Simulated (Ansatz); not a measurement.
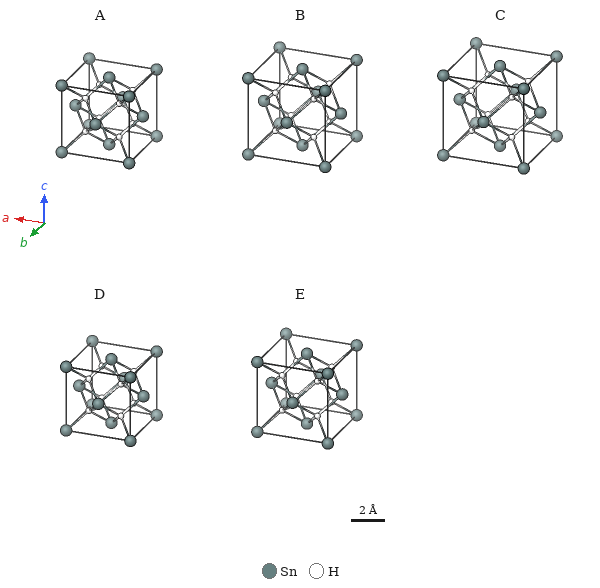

5 geometries from one relaxation of a crystal of SnH2 (built on the fluorite type), in shuffled order. The picture is a ball-and-stick view of the conventional cell (4 times the calculation's cell), seen from a free direction. Lengths and directions refer to the drawn axes.

These are results of Ansatz 0.2.0, DFT, PBE, plane waves, PAW, not measurements. Settings: plane-wave cutoff 420 eV; k-point mesh 10 × 10 × 10; occupations fermi dirac; smearing width 0.02 eV; no spin polarisation; cell and atoms relaxed; force threshold 0.005 eV/Å.

**Order the frames from highest to lowest energy.**

D, A, E, B, C. They are steps 0, 1, 2, 4, 11, at +4.016 eV per cell of the calculation, +2.212 eV per cell of the calculation, +1.129 eV per cell of the calculation, +0.220 eV per cell of the calculation relative to the last. Over 9 accepted moves (11 points after the start) the energy falls by 4.016 eV per cell of the calculation. All forces vanish by symmetry, so only the cell relaxes. The pressure goes from 125.58 to −0.04 GPa. At 2 points the geometry stayed and the basis and grid were re-selected for the new cell (energy shift of 0.154 eV per cell of the calculation at most each time). The atoms keep their places relative to the cell (all moves are under 0.005 Å). The volume changes by +96.4 %, with a = b = c 4.292 → 5.375 Å (+25.2 %). Among the contacts that change: H–Sn 1.859 → 2.328 Å. The space group stays Fm-3m (No. 225). The run took roughly 8 core-seconds on a shared host.
